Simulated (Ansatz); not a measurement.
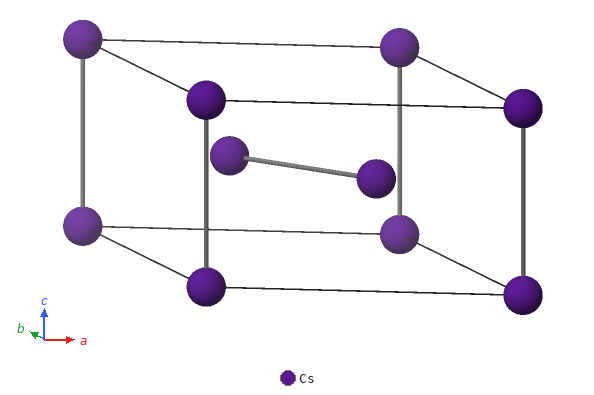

A ball-and-stick rendering, viewed slightly off an axis. Atoms at the boundary of the conventional unit cell (the box) are drawn once for each face, edge or corner they touch.

The bonds drawn are Cs–Cs up to 5.78 Å (cut-off distances).

> What is the number of atoms per cell?

3 (caesium), counting shared atoms by their share.

> Identify the Bravais lattice.

Primitive hexagonal.

> Name the space group.

P6/mmm (No. 191), with Cs on 1a and Cs on 2d.

> Structure type?

Ω phase (AlB₂-like).

It goes back to a textbook structure type filled with this element (whether it is the usual form wasn't checked). Atoms and cell were optimised with DFT r2SCAN, scalar-relativistic, plane waves, PAW in Ansatz.
